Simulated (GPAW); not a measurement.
# Polarising CrSi2P4 monolayer with a field along the normal

The dipole of the cell at several fields, atoms fixed. What does the strongest field give, and what length does the slope stand for?

**Method.** GPAW 26.7.0, plane waves (400 eV), PAW setups, PBE, 9×9 mesh, a dipole layer in the vacuum; geometry relaxed without an applied field with GPAW. The cell's area is 10.09 Å², and e/ε0 = 180.95 V Å.

Results, with one row withheld:

```
field (V/Å)  dipole (e Å)
       −0.2       −0.1251
       −0.1       −0.0625
      −0.05       −0.0313
       0.05        0.0313
        0.1        0.0626
        0.2        0.1251
        0.3             ?
```

**Question.** What is the dipole at 0.3 V/Å?

Worked answer. A line through the 6 points has the slope α = 0.626 e Å per V/Å and the intercept p₀ = 0.0000 e Å (r.m.s. residual 2.7e−05). At 0.3 V/Å it gives p = 0.0000 + 0.626 × 0.3 = 0.1877 e Å; the run gives 0.1876 e Å, so the response stays linear to 0.0 % of the induced part. Dividing by ε0 and the area: α/(ε0 A) = 0.626 × 180.95 / 10.09 = 11.21 Å, against 9.30 Å between the outer nuclei.

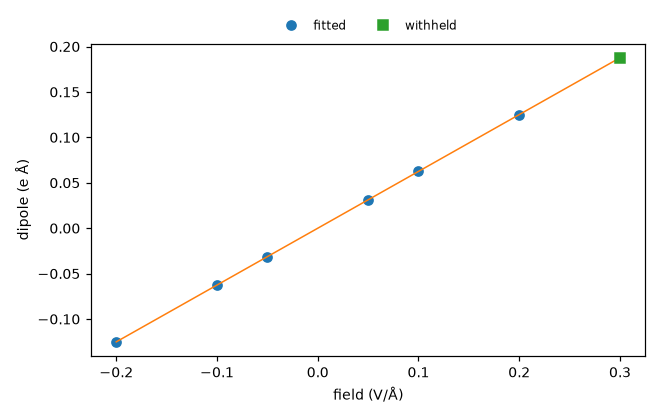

The line and the withheld run.

**Limits.** This is the electronic response alone; ions that move would add to it in polar layers. No run was spin-polarised, so magnetic states weren't tested.

[Logs are printed without paths, hosts, clocks, repeated set-up lines and the standing remarks that a program may print on its own settings, such as how far it seeks lower states.]
